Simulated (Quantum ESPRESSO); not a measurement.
## Run report: K, band-structure run (part 2 of 2)

The same run, continued: K (Im-3m, 1 atom in the cell); Kohn-Sham DFT of a periodic cell, AM05, SG15 PBE 1.2, no spin polarisation (Quantum ESPRESSO 7.5); cutoff 952.4 eV, 7×7×7 k-mesh, fermi-dirac of 0.05 eV. The structure derives from a Materials Project entry.

Geometry of the input (Å; fractional positions):
```
-2.6976  2.6976  2.6976
2.6976  -2.6976  2.6976
2.6976  2.6976  -2.6976
K  0.0000  0.0000  0.0000
```

Log, continued
```
     iteration #  7     ecut=    70.00 Ry     beta= 0.50
     Davidson diagonalization with overlap
     ethr =  1.45E-10,  avg # of iterations =  2.3

     total energy              =     -56.67431908 Ry
     estimated scf accuracy    <          9.3E-10 Ry

     iteration #  8     ecut=    70.00 Ry     beta= 0.50
     Davidson diagonalization with overlap
     ethr =  1.04E-11,  avg # of iterations =  2.4

     End of self-consistent calculation

          k = 0.0000 0.0000 0.0000 (  5281 PWs)   bands (ev):

   -30.5512 -13.9763 -13.9763 -13.9763  -0.5148   5.8161   5.8161   5.8161
     6.6713   6.6713

          k = 0.1237 0.1237 0.0000 (  5255 PWs)   bands (ev):

   -30.5507 -13.9866 -13.9798 -13.9763  -0.2756   5.3511   5.5243   5.9990
     6.4368   6.6138

          k = 0.2474 0.2474 0.0000 (  5235 PWs)   bands (ev):

   -30.5494 -14.0096 -13.9876 -13.9762   0.4139   4.1131   5.0442   6.5158
     6.5313   6.6328

          k = 0.3712 0.3712 0.0000 (  5236 PWs)   bands (ev):

   -30.5484 -14.0277 -13.9939 -13.9761   1.4674   2.7675   4.7499   6.3697
     6.9346   7.3585

          k = 0.2474 0.1237 0.1237 (  5230 PWs)   bands (ev):

   -30.5497 -14.0023 -13.9839 -13.9787   0.1892   4.6557   4.9591   6.2742
     6.2991   6.8956

          k = 0.3712 0.2474 0.1237 (  5234 PWs)   bands (ev):

   -30.5486 -14.0196 -13.9932 -13.9796   1.0648   3.5185   4.4829   6.2273
     6.6381   7.1048

          k = 0.4949 0.3712 0.1237 (  5250 PWs)   bands (ev):

   -30.5481 -14.0269 -13.9980 -13.9797   2.1891   2.2872   4.3244   6.0145
     7.0566   7.1146

          k = 0.4949 0.2474 0.2474 (  5248 PWs)   bands (ev):

   -30.5480 -14.0197 -14.0053 -13.9827   2.0598   3.0701   3.5128   5.9928
     6.6399   7.0571

          k = 0.2474 0.2474 0.2474 (  5261 PWs)   bands (ev):

   -30.5489 -14.0161 -13.9849 -13.9849   0.8548   4.1120   4.1120   6.0703
     6.9142   6.9142

          k = 0.3712 0.3712 0.2474 (  5229 PWs)   bands (ev):

   -30.5482 -14.0200 -13.9970 -13.9858   1.8725   3.0526   3.8385   5.4276
     7.0661   7.1924

          k =-0.0000-0.0000 0.2474 (  5233 PWs)   bands (ev):

   -30.5501 -13.9887 -13.9834 -13.9834  -0.0407   5.3782   5.3782   5.4955
     6.1000   7.0314

          k = 0.4949 0.3712 0.3712 (  5216 PWs)   bands (ev):

   -30.5481 -14.0083 -14.0083 -13.9910   2.8083   2.8083   3.1559   4.8608
     7.1993   7.1995

          k =-0.0000-0.1237 0.3712 (  5249 PWs)   bands (ev):

   -30.5489 -14.0083 -13.9914 -13.9843   0.6361   4.2048   5.0233   5.5192
     6.5735   6.9859

          k =-0.0000-0.2474 0.4949 (  5237 PWs)   bands (ev):

   -30.5479 -14.0252 -13.9978 -13.9838   1.6708   2.9210   4.7781   5.4038
     6.8037   7.3549

          k = 0.1237-0.1237 0.4949 (  5238 PWs)   bands (ev):

   -30.5478 -14.0182 -14.0015 -13.9880   1.4752   3.5866   4.2863   5.6524
     6.3401   7.0846

          k =-0.7423-0.2474-0.2474 (  5244 PWs)   bands (ev):

   -30.5474 -14.0222 -14.0079 -13.9882   2.5306   2.6299   3.8947   5.7283
     6.4526   7.0251

          k =-0.0000-0.0000 0.4949 (  5246 PWs)   bands (ev):

   -30.5478 -14.0081 -13.9999 -13.9999   1.2710   4.0941   4.9303   4.9303
     6.0190   6.8483

          k =-0.0000-0.1237 0.6186 (  5255 PWs)   bands (ev):

   -30.5469 -14.0194 -14.0066 -14.0007   2.2168   3.2882   4.6482   4.8294
     5.8439   7.4217

          k =-0.7423-0.1237-0.1237 (  5264 PWs)   bands (ev):

   -30.5465 -14.0163 -14.0163 -14.0026   2.9836   2.9836   3.9633   5.4483
     5.4484   7.2171

          k =-0.0000-0.0000 0.7423 (  5238 PWs)   bands (ev):

   -30.5461 -14.0153 -14.0137 -14.0137   2.9061   3.3381   4.8573   4.8573
     4.8924   7.2675

     the Fermi energy is     1.5420 ev

!    total energy              =     -56.67431908 Ry
     estimated scf accuracy    <          2.9E-11 Ry
     smearing contrib. (-TS)   =      -0.00052696 Ry
     internal energy E=F+TS    =     -56.67379212 Ry

     The total energy is F=E-TS. E is the sum of the following terms:
     one-electron contribution =     -39.07011319 Ry
     hartree contribution      =      19.69858078 Ry
     xc contribution           =      -8.38912383 Ry
     ewald contribution        =     -28.91313589 Ry

     convergence has been achieved in   8 iterations

     Forces acting on atoms (cartesian axes, Ry/au):

     atom    1 type  1   force =     0.00000000    0.00000000    0.00000000

     Total force =     0.000000     Total SCF correction =     0.000000

     Computing stress (Cartesian axis) and pressure

          total   stress  (Ry/bohr**3)                   (kbar)     P=       -1.79
  -0.00001218   0.00000000   0.00000000           -1.79        0.00        0.00
   0.00000000  -0.00001218   0.00000000            0.00       -1.79        0.00
   0.00000000   0.00000000  -0.00001218            0.00        0.00       -1.79

=------------------------------------------------------------------------------=
   JOB DONE.
=------------------------------------------------------------------------------=
```

File pp_potential.out
```
This program is part of the open-source Quantum ESPRESSO suite
     for quantum simulation of materials; please cite
         "P. Giannozzi et al., J. Phys.:Condens. Matter 21 395502 (2009);
         "P. Giannozzi et al., J. Phys.:Condens. Matter 29 465901 (2017);
         "P. Giannozzi et al., J. Chem. Phys. 152 154105 (2020);
          URL
     in publications or presentations arising from this work. More details at

     ./tmp/pwscf.save/

     WARNING: libxc functional with ID  120 depends
      on external parameters: check the user_guide of
      QE if you need to modify them or to check their
      default values.

     WARNING: libxc functional with ID  135 depends
      on external parameters: check the user_guide of
      QE if you need to modify them or to check their
      default values.

     IMPORTANT: XC functional enforced from input :
     Exchange-correlation= XC-000I-000I-120L-135L-000I-000I
                           (   0   0 120 135   0   0   0)
     Any further DFT definition will be discarded
     Please, verify this is what you really want

     G-vector sticks info
     --------------------
     sticks:   dense  smooth     PW     G-vecs:    dense   smooth      PW
     Sum        1637    1637    471                41907    41907    6459

     Using Slab Decomposition

     Calling punch_plot, plot_num =  11
     Writing data to file  potential.dat
     Reading data from file  potential.dat

     Writing data to be plotted to file potential.cube
     Plot Type: 3D                     Output format: Gaussian cube

=------------------------------------------------------------------------------=
   JOB DONE.
=------------------------------------------------------------------------------=
```

File pp_elf.out
```
This program is part of the open-source Quantum ESPRESSO suite
     for quantum simulation of materials; please cite
         "P. Giannozzi et al., J. Phys.:Condens. Matter 21 395502 (2009);
         "P. Giannozzi et al., J. Phys.:Condens. Matter 29 465901 (2017);
         "P. Giannozzi et al., J. Chem. Phys. 152 154105 (2020);
          URL
     in publications or presentations arising from this work. More details at

     ./tmp/pwscf.save/

     WARNING: libxc functional with ID  120 depends
      on external parameters: check the user_guide of
      QE if you need to modify them or to check their
      default values.

     WARNING: libxc functional with ID  135 depends
      on external parameters: check the user_guide of
      QE if you need to modify them or to check their
      default values.

     IMPORTANT: XC functional enforced from input :
     Exchange-correlation= XC-000I-000I-120L-135L-000I-000I
                           (   0   0 120 135   0   0   0)
     Any further DFT definition will be discarded
     Please, verify this is what you really want

     G-vector sticks info
     --------------------
     sticks:   dense  smooth     PW     G-vecs:    dense   smooth      PW
     Sum        1637    1637    471                41907    41907    6459

     Using Slab Decomposition

     Calling punch_plot, plot_num =   8
     Message from routine do_elf_kin:
     elf/kin + US not fully implemented
     Writing data to file  elf.dat
     Reading data from file  elf.dat

     Writing data to be plotted to file elf.cube
     Plot Type: 3D                     Output format: Gaussian cube

=------------------------------------------------------------------------------=
   JOB DONE.
=------------------------------------------------------------------------------=
```

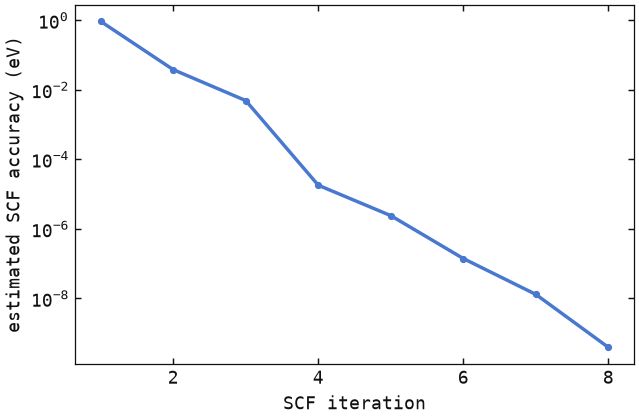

Figure 1. Convergence of the self-consistent field: estimated SCF accuracy against the iteration. The field takes 8 iterations in all.

Key numbers

- outcome: converged
- space group (tolerance 0.01 Å): Im-3m (229)
- electrons treated: 9
- free energy: −771.0934 eV
- Fermi energy: 1.542 eV
- gap on the k-point mesh: none (metallic)
- pressure: −0.18 GPa
- largest force (length of the vector): under 0.001 eV/Å
- hardware: 1 thread of Arm Neoverse V1, 24 GiB of memory available, shared host
- wall time: 72 s
- peak memory: 0.12 GiB

Remarks

Further notes kept with the run: potentials made for another functional; eigenvalues not converged. Points of doubt noted for this run: potentials made for another functional.
